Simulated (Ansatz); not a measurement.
**Geometry relaxation, with input and output: VO2 (part 1 of 3)**

- system: VO2 (P4₂/mnm, 6 atoms in the cell)
- method: DFT PBE, scalar-relativistic, plane waves, PAW, spin-polarised (Ansatz 0.2.0)

The structure derives from an entry of the Crystallography Open Database. Figures and captions count atoms from 1; the log counts them from 0 in places.

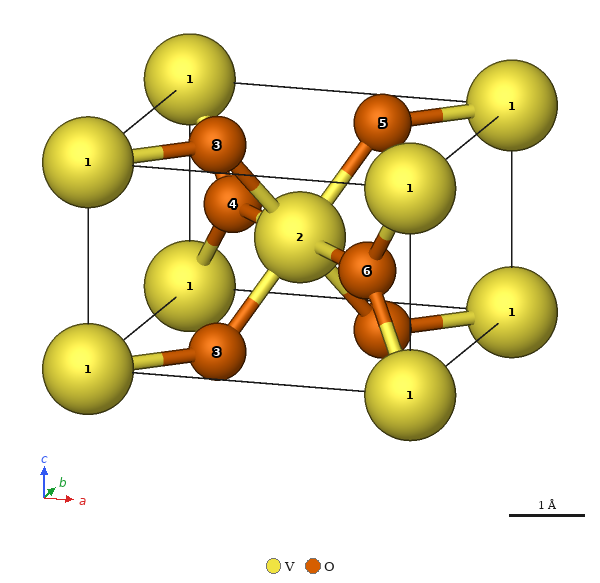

Figure 1. The starting structure (ball-and-stick view of the cell of the calculation, seen slightly off an axis; atoms are numbered from 1 in the order of the input). An atom can appear more than once, as a periodic image. Near neighbours in the periodic cell (some may lie outside the picture): V has 6 O at 1.90 to 1.95 Å; O has 3 V at 1.90 to 1.95 Å.

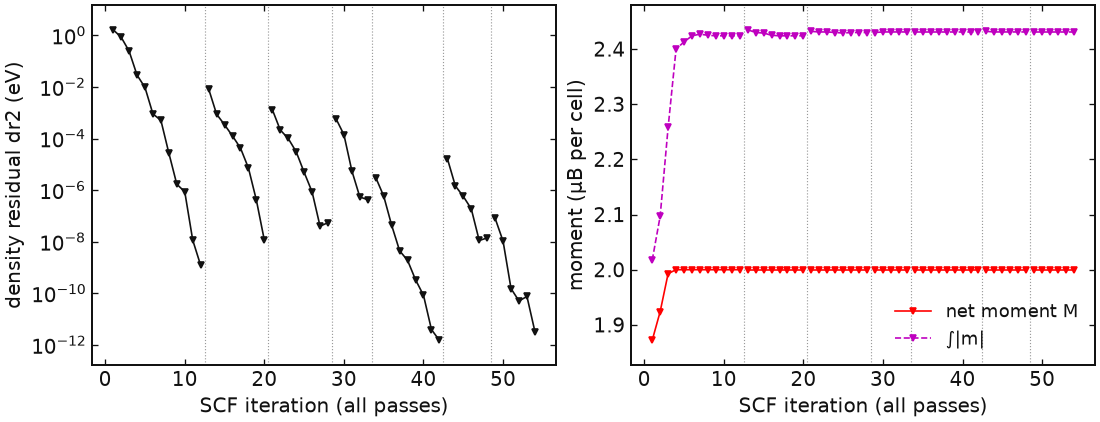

Figure 2. Convergence of the self-consistent field: density residual dr2 and magnetic moment against the SCF iteration. The dotted lines part the SCF passes of the relaxation: geometry steps, rejected trials and re-solves on a re-selected basis. The 7 passes take 5 to 12 iterations each, 54 in all. The net moment goes from 1.9 to 2.0 μB per cell.

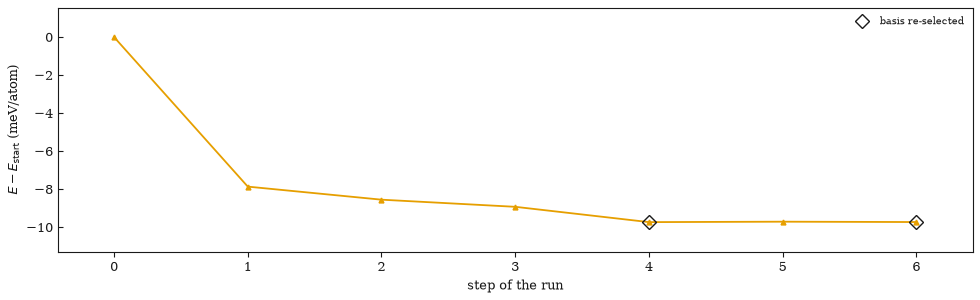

Figure 3. Progress of the relaxation, step by step (the first geometry is step 0 here and step 1 in the log).

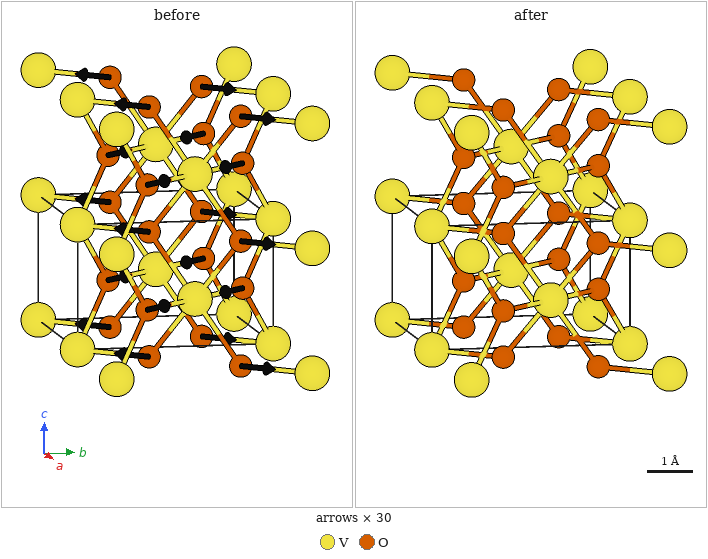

Figure 4. Before (left) and after (right) the relaxation, at one scale (ball-and-stick view of the cell of the calculation, repeated 2 × 1 × 2, seen slightly off an axis). The black arrows give the displacements (without the part carried along by the change of the cell), magnified 30 times. The largest moves relative to the cell, 0.032 Å, are those of O3, O4, O5 and O6. V stays in place. The volume changes by +1.3 %, with a = b 4.530 → 4.584 Å (+1.2 %), c 2.869 → 2.838 Å (−1.1 %). Among the contacts that change: V1–O4 1.902 → 1.922 Å, V1–O3 1.954 → 1.945 Å. Among the angles that change: O4–V1–O4 97.9° → 95.2°, V2–O3–V2 97.9° → 95.2°, O4–V1–O6 82.1° → 84.8°. The space group stays P4_2/mnm (No. 136). Over 4 geometry steps the energy falls by 9.7 meV per atom. Largest force component: 0.4 eV/Å at the start, under 0.0001 eV/Å at the end. Pressure: 4.50 GPa at the start and 0.01 GPa at the end. 1 further SCF at an unchanged geometry re-selected the plane-wave basis for the new cell. The energy change given includes the shifts at the re-selections in mid-walk, which come without any move. A last SCF at the same geometry on a re-selected plane-wave basis shifts the energy by next to nothing (0.0 meV per atom). (Atoms are counted from 1 in the order of the input.)

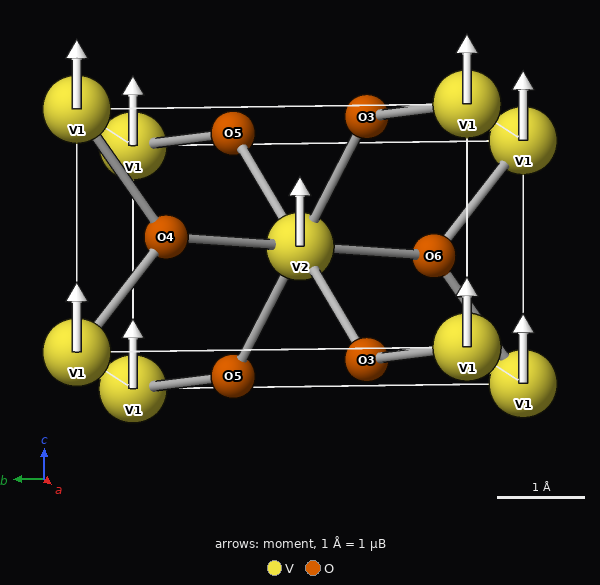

Figure 5. Magnetic moments of the sites as white arrows (ball-and-stick view of the cell of the calculation, seen at an oblique angle; atoms are numbered from 1 in the order of the input); small moments hardly show. The run is collinear, so the axis drawn is arbitrary. Site moments: V1, V2 (0.83 μB). They are counted near the atoms and needn't add up to the moment of the cell.

The input and output of the run follow.

### Input file
```yaml
crystal:
  lattice:
    - [4.53, 0.0, 0.0]
    - [0.0, 4.53, 0.0]
    - [0.0, 0.0, 2.869]
  atoms:
    - { symbol: V, position: [0.0, 0.0, 0.0], spin: 0.91 }
    - { symbol: V, position: [0.5, 0.5, 0.5], spin: 0.91 }
    - { symbol: O, position: [0.305, 0.305, 0.0] }
    - { symbol: O, position: [0.195, 0.805, 0.5] }
    - { symbol: O, position: [0.695, 0.695, 0.0] }
    - { symbol: O, position: [0.805, 0.195, 0.5] }
basis:
  ecutwfc: 420
kpoints:
  mp_grid: { grid: [8, 8, 12] }
hamiltonian:
  xc: pbe
scf:
  occupations: { method: gaussian, width: 0.1 }
output:
  forces: true
  stress: true
  eigenvalues: true
  populations: true
magnetization:
  spin_polarized: true
relax:
  adjacent_minimum: "off"
  f_tol: 0.005
  max_steps: 80
  cell: { stress_tol: 0.05 }
```

Command:
```bash
ansatz run input.yaml --threads 8 --pin off --max-ram 28672MiB --backend cpu --events-out ev --progress --plain --runs-dir out
```

### The program's output
```
Engine: ansatz 0.2.0, x86_64-unknown-linux-gnu
Pseudopotentials: kind: paw
Pseudopotential: V, paw, valence charge 13, recommended cutoff 420 eV (normal), V.paw.azcp
Pseudopotential: O, paw, valence charge 6, recommended cutoff 420 eV (normal), O.paw.azcp
Functional definition: PBE
  parameter kappa = 0.804
  parameter beta = 0.06672455060314922
  exchange = pbe_x(kappa = kappa, mu = beta*pi^2/3)
  correlation = pbe_c(beta = beta)
Crystal: 6 atoms, lattice volume = 58.874 Å³
Basis set: ecut = 420 eV, 1153 PW (Γ), exchange–correlation on 64×64×40 points (8 copies of the dense FFT grid, shifted against one another)
Bands: 32, of which v1, the nominal top of the filled ones, is band 25 counted from 1 (24 counted from 0)
Symmetry: 16 space group operations
Space group: P42/mnm (ITA 136), of the structure as read, at distance tolerance 3.9e-5 Å
Magnetic group: BNS 136.495 (UNI 1155), of the structure as read, at distance tolerance 3.9e-5 Å
k-points: 105 of 768
Non-local potential: V, projectors of the file, l = 0: 3, l = 1: 2, l = 2: 3, l = 3: 1
Non-local potential: O, projectors of the file, l = 0: 2, l = 1: 2, l = 2: 1
PAW form: soft (Blöchl's): semilocal exchange-correlation on the pseudo side does not see the compensation charge
PAW one-centre angular grid: V, 590 points (default); XC on 64 Gauss nodes
PAW one-centre angular grid: O, 110 points (default); XC on 64 Gauss nodes
Initial density: superposition of atomic densities (chi_scale 0.1, normalization cell, long waves kept (reshape's long-wave potential 0.00 eV rms))
Starting moments: Σ|m| = 1.82 μB on 2 of 6 sites
Initial wavefunctions: pseudopotential atomic-orbital guess
Functional: x = pbe(κ = 0.804, μ = 0.2195149727645171), c = pbe(β = 0.06672455060314922)
SCF iter   1: F=—  HF=-8099.295563 eV  |F-HF|=—  |Δ(HF+E_count)|=         —  Δρ=3.23e-2 (↑2.82e-2 ↓3.23e-2)  dr2=1.66e0  dr2_m=8.64e-2  M=1.872 μB ∫|m|=2.017 μB  β_m=0.30  ethr=3.10e-3  ⟨swp⟩=5.5  Hψ=22868  notcnv=0
Mixer restart at iter 1: flushing history
preconditioner: auto → Kerker (q_TF=auto, 2.655 Å⁻¹)  [metal: Δε(μ)=0.008 eV  Ē_g=9.838 eV  σ=0.100 eV  W_gap=0.04  n_scr=18 (ndim 8)  ℏωp=28.2 eV  f_vac=0.000  D(μ)=4.86/eV (n_scr^D=62)]
spin=Collinear: Kerker preconditioning applied to the charge; magnetization (m = ρ↑ − ρ↓) channel mixes plain (no charge-response kernel on spin).
SCF iter   2: F=—  HF=-8098.617187 eV  |F-HF|=—  |Δ(HF+E_count)|=   6.78e-1  Δρ=2.33e-2 (↑2.33e-2 ↓2.16e-2)  dr2=8.62e-1  dr2_m=6.23e-2  M=1.924 μB ∫|m|=2.097 μB  β_m=0.55  ethr=3.10e-3  ⟨swp⟩=2.0  Hψ=9501  notcnv=0  defer=200
SCF iter   3: F=—  HF=-8098.707420 eV  |F-HF|=—  |Δ(HF+E_count)|=   9.02e-2  Δρ=1.10e-2 (↑1.10e-2 ↓9.20e-3)  dr2=2.49e-1  dr2_m=1.31e-2  M=1.993 μB ∫|m|=2.258 μB  β_m=0.72  ethr=1.72e-3  ⟨swp⟩=2.0  Hψ=10435  notcnv=0  defer=200
SCF iter   4: F=—  HF=-8098.673758 eV  |F-HF|=—  |Δ(HF+E_count)|=         —  Δρ=4.07e-3 (↑3.34e-3 ↓4.07e-3)  dr2=2.92e-2  dr2_m=1.10e-3  M=2.000 μB ∫|m|=2.400 μB  β_m=0.72  ethr=4.98e-4  ⟨swp⟩=2.5  Hψ=12832  notcnv=0  defer=204
Mixer restart at iter 4: flushing history
SCF iter   5: F=—  HF=-8098.693421 eV  |F-HF|=—  |Δ(HF+E_count)|=   1.97e-2  Δρ=1.99e-3 (↑1.80e-3 ↓1.99e-3)  dr2=9.63e-3  dr2_m=2.41e-4  M=2.000 μB ∫|m|=2.413 μB  β_m=0.86  ethr=5.84e-5  ⟨swp⟩=2.2  Hψ=10780  notcnv=0  defer=212
SCF iter   6: F=—  HF=-8098.700411 eV  |F-HF|=—  |Δ(HF+E_count)|=   6.99e-3  Δρ=5.27e-4 (↑5.27e-4 ↓5.04e-4)  dr2=9.03e-4  dr2_m=2.56e-6  M=2.000 μB ∫|m|=2.424 μB  β_m=0.93  ethr=1.93e-5  ⟨swp⟩=2.4  Hψ=10255  notcnv=0  defer=212
SCF iter   7: F=—  HF=-8098.700930 eV  |F-HF|=—  |Δ(HF+E_count)|=   5.19e-4  Δρ=5.00e-4 (↑4.75e-4 ↓5.00e-4)  dr2=5.13e-4  dr2_m=2.26e-6  M=2.000 μB ∫|m|=2.427 μB  β_m=0.95  ethr=1.81e-6  ⟨swp⟩=2.0  Hψ=10103  notcnv=0  defer=212
SCF iter   8: F=—  HF=-8098.701027 eV  |F-HF|=—  |Δ(HF+E_count)|=   9.67e-5  Δρ=1.09e-4 (↑1.09e-4 ↓9.49e-5)  dr2=2.75e-5  dr2_m=1.32e-6  M=2.000 μB ∫|m|=2.425 μB  β_m=0.97  ethr=1.03e-6  ⟨swp⟩=2.4  Hψ=10684  notcnv=0  defer=212
SCF iter   9: F=—  HF=-8098.700970 eV  |F-HF|=—  |Δ(HF+E_count)|=   5.63e-5  Δρ=4.79e-5 (↑4.79e-5 ↓2.16e-5)  dr2=1.70e-6  dr2_m=2.21e-7  M=2.000 μB ∫|m|=2.424 μB  β_m=0.99  ethr=5.50e-8  ⟨swp⟩=2.0  Hψ=10322  notcnv=0  defer=212
SCF iter  10: F=—  HF=-8098.700972 eV  |F-HF|=—  |Δ(HF+E_count)|=   1.07e-6  Δρ=2.75e-5 (↑2.75e-5 ↓1.30e-5)  dr2=8.68e-7  dr2_m=4.27e-8  M=2.000 μB ∫|m|=2.424 μB  β_m=0.99  ethr=3.40e-9  ⟨swp⟩=2.2  Hψ=10769  notcnv=0  defer=212
SCF iter  11: F=—  HF=-8098.700972 eV  |F-HF|=—  |Δ(HF+E_count)|=   2.31e-8  Δρ=3.64e-6 (↑3.64e-6 ↓2.29e-6)  dr2=1.16e-8  dr2_m=7.80e-10  M=2.000 μB ∫|m|=2.424 μB  β_m=1.00  ethr=1.74e-9  ⟨swp⟩=2.4  Hψ=11656  notcnv=0  defer=212
SCF iter  12: F=-8098.700972 eV  HF=-8098.700972 eV  |F-HF|=8.37e-11  |Δ(HF+E_count)|=   5.60e-9  Δρ=8.65e-7 (↑6.67e-7 ↓8.65e-7)  dr2=1.21e-9  dr2_m=4.51e-11  M=2.000 μB ∫|m|=2.424 μB  ethr=2.32e-11  ⟨swp⟩=3.9  Hψ=20846  notcnv=0
SCF 1 converged in 12 iterations: F = -8098.700972 eV  dr2 = 1.21e-9
  greatest PAW one-centre occupation: 1.000 electrons in one spin orbital (limit 2), on the V atom at site 0 (counted from 0), in its partial waves of l = 0
relax step   1: F+E_penalty+E_count = -8098.70097155 eV  Δ(F+E_penalty+E_count) = +0.000e0 eV  max|allowed force component| = 4.016e-1 eV/Å  Δτ_max = 0.0000 Å  P = +4.501 GPa  Ω = 58.874 Å³  (12 SCF iters, dr2 threshold 1.00e-7 eV, accepted)
Crystal: 6 atoms, lattice volume = 59.503 Å³
Basis set: ecut = 420 eV, 1145 PW (Γ), exchange–correlation on 64×64×40 points (8 copies of the dense FFT grid, shifted against one another)
Initial density: handed on by an earlier stage of this run
Starting moments: Σ|m| = 1.82 μB on 2 of 6 sites; this step starts from the density that it was given
Initial wavefunctions: those handed on with the density
iter 1 solved again at ethr=1.77e-5 eV; its pass at ethr=3.10e-3 eV (dr2=8.84e-3 eV) is discarded
```
